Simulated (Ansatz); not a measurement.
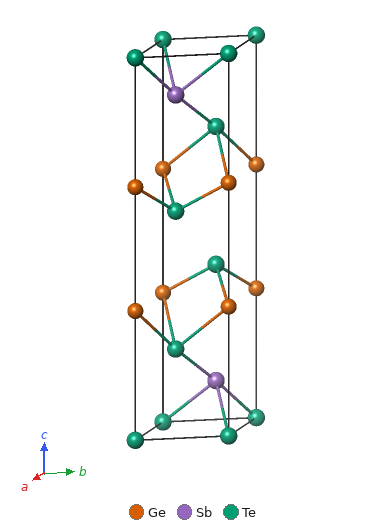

View slightly off an axis, drawn as a ball-and-stick model. The parallelepiped is the conventional unit cell. Cell: a = 4.20 Å, b = 4.20 Å, c = 17.11 Å, α = 90.00°, β = 90.00°, γ = 120.00°.

Its origin is a structure listed in the Materials Project. Earlier steps of the study, as a rule a relaxation of our own, may have changed the cell and positions, so they can lie some per cent off the listed ones. A calculation with Ansatz used it as input.

Q: What is this?

A: The stoichiometry is Ge2Sb2Te5. The atoms follow space group P-3m1 (No. 164); the Bravais lattice is primitive hexagonal. Content of the cell: 2 Ge, 2 Sb, 5 Te (Z = 1). Ge bonds to six Te in a distorted octahedral arrangement at about 2.8 to 3.2 Å. Around each Sb lie six Te in an octahedral arrangement at about 3.0 to 3.1 Å. Te takes three kinds of site: 1a with six Sb in a distorted octahedral arrangement at about 3.1 Å; 2d with three Ge and three Sb in a distorted octahedral arrangement (about 3.2 Å to Ge, 3.0 Å to Sb); 2d with three Ge in a trigonal pyramidal arrangement at about 2.8 Å. The bonds build Ge2Sb2Te5 layers parallel to (001).

Setup: DFT PBEsol, scalar-relativistic, plane waves, PAW (Ansatz 0.2.0); a kinetic-energy cutoff of 420 eV, k-grid 12×12×2, Gaussian smearing of 0.1 eV, no spin polarisation.

Q: What is the band gap, if any?

A: A metal: bands cross the Fermi level.

Q: What charge does Bader's analysis assign to each element?

A: Ge +0.30 e; Sb +0.48 e; Te -0.42 to -0.27 e.

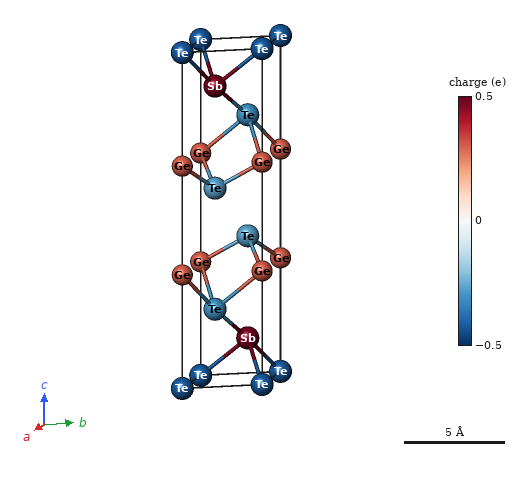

The atoms coloured by those charges. The run's cell of 9 atoms is drawn.

Q: Is the structure relaxed at this level of theory?

A: Yes. All forces vanish to within 0.01 eV/Å. The pressure is 0.0 GPa, close to zero.
